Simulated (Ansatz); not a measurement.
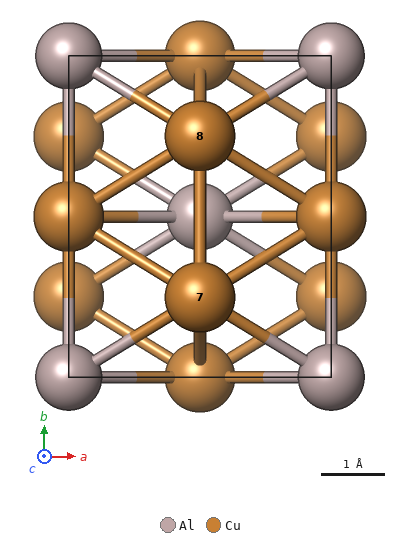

The input geometry (ball-and-stick view of the cell of the calculation, along the c axis; atoms are numbered from 1 in the order of the input). An atom can appear more than once, as a periodic image.

Geometry relaxation, with input and output: AlCu₃ (part 1 of 2)

- system: AlCu₃ (8 atoms in the cell)
- method: DFT PBEsol, scalar-relativistic, plane waves, PAW, no spin polarisation (Ansatz 0.2.0)

The structure derives from a Materials Project entry. Figures and captions count atoms from 1; the log counts them from 0 in places.

## Log
```
Engine: ansatz 0.2.0, x86_64-unknown-linux-gnu
Pseudopotentials: kind: paw
Pseudopotential: Al, paw, valence charge 3, recommended cutoff 420 eV (normal), Al.paw.azcp
Pseudopotential: Cu, paw, valence charge 19, recommended cutoff 420 eV (normal), Cu.paw.azcp
Functional definition: PBEsol
  exchange = pbesol_x
  correlation = pbesol_c
Crystal: 8 atoms, lattice volume = 96.141 Å³
Basis set: ecut = 420 eV, 1875 PW (Γ), exchange–correlation on 60×72×64 points (8 copies of the dense FFT grid, shifted against one another)
Bands: 72, of which v1, the nominal top of the filled ones, is band 60 counted from 1 (59 counted from 0)
Symmetry: 8 space group operations
Space group: Pmmn (ITA 59), of the structure as read, at distance tolerance 4.6e-5 Å
k-points: 125 of 512
Non-local potential: Al, projectors of the file, l = 0: 2, l = 1: 2, l = 2: 1
Non-local potential: Cu, projectors of the file, l = 0: 3, l = 1: 2, l = 2: 3, l = 3: 1
PAW form: soft (Blöchl's): semilocal exchange-correlation on the pseudo side does not see the compensation charge
PAW frozen core: Al, regenerated for the run's functional, and the local potential with it (the file was generated under x = pbe(κ = 0.804, μ = 0.2195149727645171), c = pbe(β = 0.06672455060314922))
PAW frozen core: Cu, regenerated for the run's functional, and the local potential with it (the file was generated under x = pbe(κ = 0.804, μ = 0.2195149727645171), c = pbe(β = 0.06672455060314922))
PAW one-centre angular grid: Al, 110 points (default); XC on 64 Gauss nodes
PAW one-centre angular grid: Cu, 590 points (default); XC on 64 Gauss nodes
Initial density: superposition of atomic densities (neutral atoms: chi_scale 0, normalization atom), corrected by the library's trained network
Initial wavefunctions: pseudopotential atomic-orbital guess
Functional: x = pbesol(κ = 0.804, μ = 0.12345679012345678), c = pbesol(β = 0.046)
SCF iter   1: F=—  HF=-40583.394081 eV  |F-HF|=—  |Δ(HF+E_count)|=         —  Δρ=1.54e-2  dr2=1.14e-1  ethr=1.77e-3  ⟨swp⟩=5.2  Hψ=32542  notcnv=0  defer=145
preconditioner: auto → Kerker (q_TF=auto, 2.831 Å⁻¹)  [metal: Δε(μ)=0.050 eV  Ē_g=8.784 eV  σ=0.100 eV  W_gap=0.27  n_scr=34 (ndim 8)  ℏωp=32.1 eV  f_vac=0.000  D(μ)=2.68/eV (n_scr^D=18)]
SCF iter   2: F=—  HF=-40583.368230 eV  |F-HF|=—  |Δ(HF+E_count)|=   2.59e-2  Δρ=1.40e-3  dr2=1.46e-3  ethr=9.50e-5  ⟨swp⟩=2.0  Hψ=15214  notcnv=0  defer=633
SCF iter   3: F=—  HF=-40583.367021 eV  |F-HF|=—  |Δ(HF+E_count)|=   1.21e-3  Δρ=1.68e-3  dr2=1.71e-3  ethr=1.21e-6  ⟨swp⟩=2.0  Hψ=15110  notcnv=0  defer=633
SCF iter   4: F=—  HF=-40583.366492 eV  |F-HF|=—  |Δ(HF+E_count)|=   5.30e-4  Δρ=6.03e-4  dr2=2.63e-4  ethr=1.21e-6  ⟨swp⟩=2.7  Hψ=12905  notcnv=0  defer=633
SCF iter   5: F=—  HF=-40583.366417 eV  |F-HF|=—  |Δ(HF+E_count)|=   7.49e-5  Δρ=2.08e-4  dr2=4.56e-5  ethr=2.19e-7  ⟨swp⟩=2.1  Hψ=12318  notcnv=0  defer=633
SCF iter   6: F=—  HF=-40583.366449 eV  |F-HF|=—  |Δ(HF+E_count)|=   3.25e-5  Δρ=1.22e-4  dr2=1.02e-5  ethr=3.80e-8  ⟨swp⟩=2.0  Hψ=12869  notcnv=0  defer=633
SCF iter   7: F=—  HF=-40583.366446 eV  |F-HF|=—  |Δ(HF+E_count)|=   3.41e-6  Δρ=1.62e-5  dr2=3.90e-7  ethr=8.49e-9  ⟨swp⟩=2.0  Hψ=14977  notcnv=0  defer=633
SCF iter   8: F=-40583.366446 eV  HF=-40583.366446 eV  |F-HF|=8.21e-9  |Δ(HF+E_count)|=   7.79e-8  Δρ=4.98e-6  dr2=1.97e-8  ethr=8.33e-11  ⟨swp⟩=11.4  Hψ=60888  notcnv=0
SCF 1 converged in 8 iterations: F = -40583.366446 eV  dr2 = 1.97e-8
  greatest PAW one-centre occupation: 1.000 electrons in one spin orbital (limit 2), on the Cu atom at site 6 (counted from 0), in its partial waves of l = 0
relax step   1: F+E_penalty+E_count = -40583.36644567 eV  Δ(F+E_penalty+E_count) = +0.000e0 eV  max|allowed force component| = 7.641e-2 eV/Å  Δτ_max = 0.0000 Å  P = -0.861 GPa  Ω = 96.141 Å³  (8 SCF iters, dr2 threshold 1.00e-7 eV, accepted)
Crystal: 8 atoms, lattice volume = 95.812 Å³
Basis set: ecut = 420 eV, 1859 PW (Γ), exchange–correlation on 60×72×64 points (8 copies of the dense FFT grid, shifted against one another)
Initial density: handed on by an earlier stage of this run
Initial wavefunctions: those handed on with the density
iter 1 solved again at ethr=1.74e-6 eV; its pass at ethr=3.10e-3 eV (dr2=2.09e-3 eV) is discarded
SCF iter   1: F=—  HF=-40583.370241 eV  |F-HF|=—  |Δ(HF+E_count)|=         —  Δρ=1.76e-3  dr2=2.00e-3  ethr=1.74e-6  ⟨swp⟩=2.1  Hψ=34657  notcnv=0
preconditioner: auto → Kerker (q_TF=auto, 2.833 Å⁻¹)  [metal: Δε(μ)=0.012 eV  Ē_g=8.867 eV  σ=0.100 eV  W_gap=0.07  n_scr=34 (ndim 8)  ℏωp=32.2 eV  f_vac=0.001  D(μ)=2.61/eV (n_scr^D=18)]
SCF iter   2: F=—  HF=-40583.369832 eV  |F-HF|=—  |Δ(HF+E_count)|=   4.10e-4  Δρ=5.98e-4  dr2=2.68e-4  ethr=1.67e-6  ⟨swp⟩=2.5  Hψ=12746  notcnv=0
SCF iter   3: F=—  HF=-40583.369758 eV  |F-HF|=—  |Δ(HF+E_count)|=   7.36e-5  Δρ=3.52e-4  dr2=1.05e-4  ethr=2.24e-7  ⟨swp⟩=2.1  Hψ=13215  notcnv=0
SCF iter   4: F=—  HF=-40583.369734 eV  |F-HF|=—  |Δ(HF+E_count)|=   2.39e-5  Δρ=7.72e-5  dr2=3.24e-6  ethr=8.76e-8  ⟨swp⟩=2.1  Hψ=12834  notcnv=0
iter 5 did not close the SCF: its close was put off for the readings that it lacked (scf_convergence_deferred on its scf_iter line)
SCF iter   5: F=-40583.369735 eV  HF=-40583.369735 eV  |F-HF|=5.14e-8  |Δ(HF+E_count)|=   1.20e-6  Δρ=1.45e-5  dr2=1.50e-7  ethr=2.70e-9  ⟨swp⟩=2.0  Hψ=13475  notcnv=0
SCF iter   6: F=-40583.369735 eV  HF=-40583.369735 eV  |F-HF|=3.55e-8  |Δ(HF+E_count)|=   1.30e-7  Δρ=5.85e-6  dr2=3.86e-8  ethr=1.25e-10  ⟨swp⟩=5.6  Hψ=54461  notcnv=0
SCF 2 converged in 6 iterations: F = -40583.369735 eV  dr2 = 3.86e-8
  greatest PAW one-centre occupation: 1.000 electrons in one spin orbital (limit 2), on the Cu atom at site 7 (counted from 0), in its partial waves of l = 0
relax step   2: F+E_penalty+E_count = -40583.36973541 eV  Δ(F+E_penalty+E_count) = -3.290e-3 eV  max|allowed force component| = 5.808e-2 eV/Å  Δτ_max = 0.0051 Å  P = -0.353 GPa  Ω = 95.812 Å³  energy of the carried Pulay correction = +1.795e-4 eV  (6 SCF iters, dr2 threshold 8.00e-7 eV, accepted)
Crystal: 8 atoms, lattice volume = 95.497 Å³
iter 1 solved again at ethr=4.23e-6 eV; its pass at ethr=3.10e-3 eV (dr2=5.07e-3 eV) is discarded
SCF iter   1: F=—  HF=-40583.374698 eV  |F-HF|=—  |Δ(HF+E_count)|=         —  Δρ=2.92e-3  dr2=5.03e-3  ethr=4.23e-6  ⟨swp⟩=2.3  Hψ=37094  notcnv=0
preconditioner: auto → Kerker (q_TF=auto, 2.834 Å⁻¹)  [metal: Δε(μ)=0.016 eV  Ē_g=8.903 eV  σ=0.100 eV  W_gap=0.09  n_scr=34 (ndim 8)  ℏωp=32.2 eV  f_vac=0.001  D(μ)=2.48/eV (n_scr^D=18)]
SCF iter   2: F=—  HF=-40583.373208 eV  |F-HF|=—  |Δ(HF+E_count)|=   1.49e-3  Δρ=1.46e-3  dr2=1.38e-3  ethr=4.19e-6  ⟨swp⟩=2.0  Hψ=13157  notcnv=0
SCF iter   3: F=—  HF=-40583.372610 eV  |F-HF|=—  |Δ(HF+E_count)|=   5.98e-4  Δρ=6.87e-4  dr2=3.00e-4  ethr=1.15e-6  ⟨swp⟩=2.0  Hψ=13832  notcnv=0
SCF iter   4: F=—  HF=-40583.372564 eV  |F-HF|=—  |Δ(HF+E_count)|=   4.58e-5  Δρ=1.26e-4  dr2=6.68e-6  ethr=2.50e-7  ⟨swp⟩=2.0  Hψ=13084  notcnv=0
iter 5 did not close the SCF: its close was put off for the readings that it lacked (scf_convergence_deferred on its scf_iter line)
SCF iter   5: F=-40583.372566 eV  HF=-40583.372566 eV  |F-HF|=6.52e-8  |Δ(HF+E_count)|=   1.61e-6  Δρ=1.63e-5  dr2=2.25e-7  ethr=5.57e-9  ⟨swp⟩=2.6  Hψ=14593  notcnv=0
SCF iter   6: F=-40583.372566 eV  HF=-40583.372566 eV  |F-HF|=1.41e-8  |Δ(HF+E_count)|=   1.34e-7  Δρ=6.20e-6  dr2=3.32e-8  ethr=1.87e-10  ⟨swp⟩=5.6  Hψ=54090  notcnv=0
SCF 3 converged in 6 iterations: F = -40583.372566 eV  dr2 = 3.32e-8
  greatest PAW one-centre occupation: 1.000 electrons in one spin orbital (limit 2), on the Cu atom at site 3 (counted from 0), in its partial waves of l = 0
relax step   3: F+E_penalty+E_count = -40583.37256581 eV  Δ(F+E_penalty+E_count) = -2.830e-3 eV  max|allowed force component| = 1.207e-2 eV/Å  Δτ_max = 0.0139 Å  P = +0.149 GPa  Ω = 95.497 Å³  energy of the carried Pulay correction = +3.525e-4 eV  (6 SCF iters, dr2 threshold 8.00e-7 eV, accepted)
Crystal: 8 atoms, lattice volume = 95.592 Å³
iter 1 solved again at ethr=8.89e-7 eV; its pass at ethr=3.10e-3 eV (dr2=1.07e-3 eV) is discarded
SCF iter   1: F=—  HF=-40583.373396 eV  |F-HF|=—  |Δ(HF+E_count)|=         —  Δρ=1.31e-3  dr2=1.06e-3  ethr=8.89e-7  ⟨swp⟩=2.1  Hψ=35915  notcnv=0
preconditioner: auto → Kerker (q_TF=auto, 2.834 Å⁻¹)  [metal: Δε(μ)=0.011 eV  Ē_g=8.908 eV  σ=0.100 eV  W_gap=0.06  n_scr=34 (ndim 8)  ℏωp=32.2 eV  f_vac=0.001  D(μ)=2.41/eV (n_scr^D=18)]
SCF iter   2: F=—  HF=-40583.373075 eV  |F-HF|=—  |Δ(HF+E_count)|=   3.21e-4  Δρ=7.10e-4  dr2=3.41e-4  ethr=8.80e-7  ⟨swp⟩=1.0  Hψ=9000  notcnv=0
SCF iter   3: F=—  HF=-40583.372928 eV  |F-HF|=—  |Δ(HF+E_count)|=   1.47e-4  Δρ=3.43e-4  dr2=6.99e-5  ethr=2.84e-7  ⟨swp⟩=2.0  Hψ=13923  notcnv=0
SCF iter   4: F=—  HF=-40583.372915 eV  |F-HF|=—  |Δ(HF+E_count)|=   1.39e-5  Δρ=5.40e-5  dr2=1.39e-6  ethr=5.83e-8  ⟨swp⟩=2.0  Hψ=14002  notcnv=0
SCF iter   5: F=—  HF=-40583.372915 eV  |F-HF|=—  |Δ(HF+E_count)|=   2.61e-7  Δρ=2.32e-5  dr2=3.23e-7  ethr=1.16e-9  ⟨swp⟩=2.0  Hψ=13660  notcnv=0
SCF iter   6: F=-40583.372915 eV  HF=-40583.372915 eV  |F-HF|=2.48e-8  |Δ(HF+E_count)|=   5.56e-8  Δρ=4.91e-6  dr2=2.02e-8  ethr=1.84e-10  ⟨swp⟩=7.1  Hψ=51351  notcnv=0
SCF 4 converged in 6 iterations: F = -40583.372915 eV  dr2 = 2.02e-8
relax step   4: F+E_penalty+E_count = -40583.37291469 eV  Δ(F+E_penalty+E_count) = -3.489e-4 eV  max|allowed force component| = 2.717e-3 eV/Å  Δτ_max = 0.0054 Å  P = +0.004 GPa  Ω = 95.592 Å³  energy of the carried Pulay correction = +3.001e-4 eV  (6 SCF iters, dr2 threshold 2.21e-7 eV, accepted)
Basis set: ecut = 420 eV, 1859 PW (Γ), exchange–correlation on 60×72×60 points (8 copies of the dense FFT grid, shifted against one another)
Initial wavefunctions: pseudopotential atomic-orbital guess (no wavefunctions were taken with the density)
iter 1 solved again at ethr=2.79e-8 eV; its pass at ethr=3.10e-3 eV (dr2=3.34e-5 eV) is discarded
SCF iter   1: F=—  HF=-40583.372655 eV  |F-HF|=—  |Δ(HF+E_count)|=         —  Δρ=9.10e-5  dr2=2.13e-7  ethr=2.79e-8  ⟨swp⟩=3.0  Hψ=54764  notcnv=0
preconditioner: auto → Kerker (q_TF=auto, 2.834 Å⁻¹)  [metal: Δε(μ)=0.011 eV  Ē_g=8.905 eV  σ=0.100 eV  W_gap=0.06  n_scr=34 (ndim 8)  ℏωp=32.2 eV  f_vac=0.001  D(μ)=2.41/eV (n_scr^D=18)]
SCF iter   2: F=—  HF=-40583.372613 eV  |F-HF|=—  |Δ(HF+E_count)|=   4.22e-5  Δρ=4.65e-5  dr2=6.66e-8  ethr=1.78e-10  ⟨swp⟩=2.0  Hψ=15839  notcnv=0
SCF iter   3: F=—  HF=-40583.372613 eV  |F-HF|=—  |Δ(HF+E_count)|=   1.49e-8  Δρ=7.39e-6  dr2=8.18e-9  ethr=5.55e-11  ⟨swp⟩=2.4  Hψ=13511  notcnv=0
SCF iter   4: F=—  HF=-40583.372613 eV  |F-HF|=—  |Δ(HF+E_count)|=   2.23e-9  Δρ=7.82e-7  dr2=3.60e-10  ethr=6.82e-12  ⟨swp⟩=2.1  Hψ=13277  notcnv=0
SCF iter   5: F=—  HF=-40583.372613 eV  |F-HF|=—  |Δ(HF+E_count)|=  7.28e-12  Δρ=3.15e-7  dr2=1.15e-10  ethr=1.00e-12  ⟨swp⟩=1.0  Hψ=9000  notcnv=0
SCF iter   6: F=-40583.372613 eV  HF=-40583.372613 eV  |F-HF|=2.91e-11  |Δ(HF+E_count)|=  5.09e-11  Δρ=1.68e-7  dr2=2.78e-11  ethr=1.00e-12  ⟨swp⟩=5.2  Hψ=38397  notcnv=0
SCF 5 converged in 6 iterations: F = -40583.372613 eV  dr2 = 2.78e-11
relax step   5: F+E_penalty+E_count = -40583.37261327 eV  Δ(F+E_penalty+E_count) = +3.014e-4 eV  max|allowed force component| = 2.708e-3 eV/Å  Δτ_max = 0.0000 Å  P = +0.007 GPa  Ω = 95.592 Å³  stress off target by 2.21e-2 GPa  SCF on the basis re-selected at this cell (its energy is not comparable with the rows above)  (6 SCF iters)
```

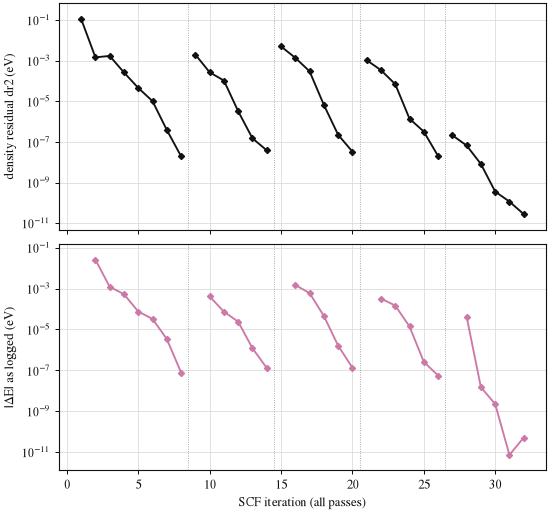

Convergence of the self-consistent field: density residual dr2 and size of the energy change against the SCF iteration. The dotted lines part the SCF passes of the relaxation: geometry steps, rejected trials and re-solves on a re-selected basis. The 5 passes take 6 to 8 iterations each, 32 in all.

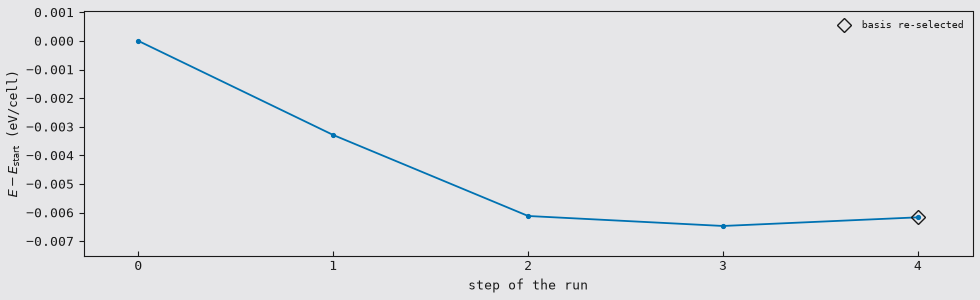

Progress of the relaxation, step by step (the first geometry is step 0 here and step 1 in the log).

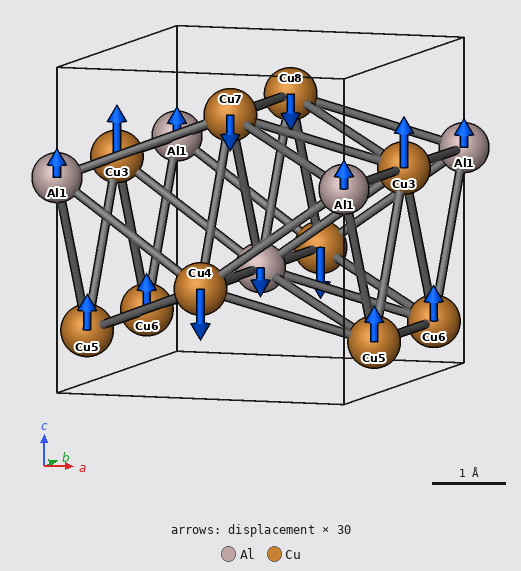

The starting structure with the displacements (without the part carried along by the change of the cell) as blue arrows, magnified 30 times (ball-and-stick view of the cell of the calculation, seen slightly off an axis). After 3 geometry steps the energy has fallen by 6.5 meV per cell of the calculation. The largest force component goes from 0.076 to 0.0027 eV/Å. Pressure: −0.86 GPa at the start and 0.01 GPa at the end. The largest moves relative to the cell, 0.024 Å, are those of Cu3 and Cu4. Largest moves by element: Cu 0.024 Å, Al 0.014 Å. The volume changes by −0.6 %, with a 4.173 → 4.176 Å (+0.1 %), b 5.107 → 5.118 Å (+0.2 %), c 4.512 → 4.473 Å (−0.9 %). Among the contacts that change: Cu3–Cu5 2.579 → 2.558 Å, Al1–Cu5 2.599 → 2.580 Å, Al1–Cu7 2.573 → 2.564 Å, Cu5–Cu6 2.563 → 2.570 Å. The space group stays Pmmn (No. 59). A last SCF at the same geometry on a re-selected plane-wave basis shifts the energy by +0.3 meV per cell of the calculation. (Atoms are counted from 1 in the order of the input.)

```
basis re-selected at this cell: Δ(F+E_penalty+E_count) = +3.014e-4 eV, ΔP = +0.002 GPa vs the last step (what re-selecting the basis moved, of the pressure what is left beyond the Pulay correction that the steps carried, after the strain that the cell walked since its last selection, with what the two solves' SCF thresholds leave and, on support functions, any second-order correction that the steps lacked; it is no measure of the basis error at this ecutwfc). The dense FFT grid was sized anew with the basis: this SCF ran on 30×36×30 points, the steps before it on 30×36×32, so part of this shift can come from that change (see relax.cell in the input reference). This SCF's stress stands 2.21e-2 GPa from its target on what of the cell is left free (relax.cell.stress_tol is 5.00e-2 GPa) and its largest allowed force component is 2.71e-3 eV/Å (relax.f_tol is 5.00e-3 eV/Å): within both
SCF converged after 6 iterations
Free energy (F): -40583.372613 eV
Harris-Foulkes:  -40583.372613 eV  (|F-HF|=2.91e-11)
Internal energy: -40583.360543 eV  (E = F + TS)
E sigma→0 (E₀):  -40583.366578 eV
Entropy (-TS):   -0.012070 eV (-1.509 meV/atom)
Fermi energy:    15.430337 eV
```
